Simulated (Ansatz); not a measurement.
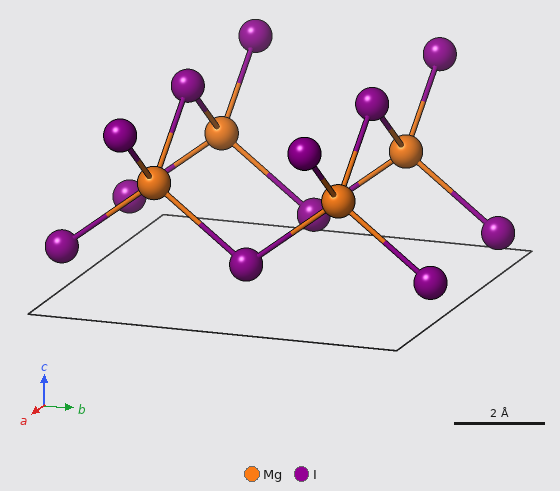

Normal modes of a free-standing layer of MgI₂ (a generated structure), space group P-4m2 (No. 115), at the zone centre. The picture is a ball-and-stick view of the 2 × 2 repeat of the cell, outlined in the plane, without the vacuum, seen slightly off an axis.

Theory: DFT PBE, scalar-relativistic, plane waves, PAW (Ansatz). Set-up: plane-wave cutoff 420 eV; k-point mesh 6 × 6 × 1; occupations fixed; no spin polarisation.

Frequencies are those without the non-analytic (LO–TO) term.

### Give the spectrum at this point.

The calculation's cell holds 3 atoms, so there are 6 optical modes, in 4 levels. The optical modes span 2E + A₁ + B₂. No level is unstable.

```
level  symmetry  frequency (cm⁻¹)                    activity
    1         E                39  infrared- and Raman-active
    2        A₁                94                Raman-active
    3         E               207  infrared- and Raman-active
    4        B₂               306  infrared- and Raman-active
```

The modes drawn as arrows (one member of each degenerate set):

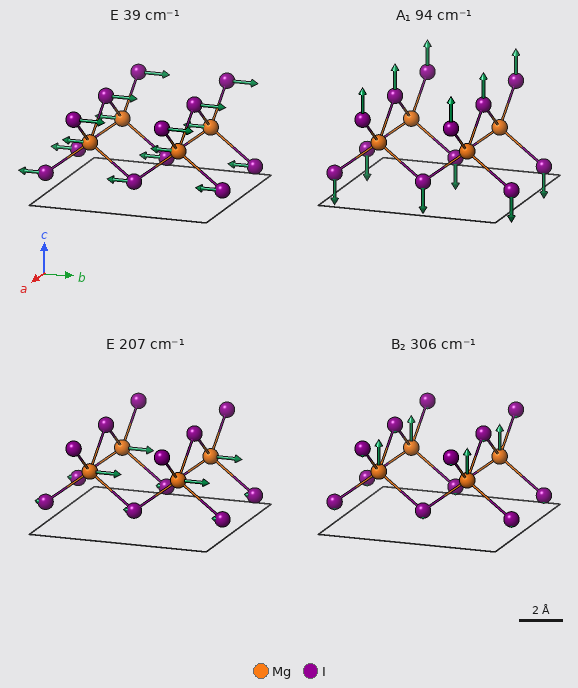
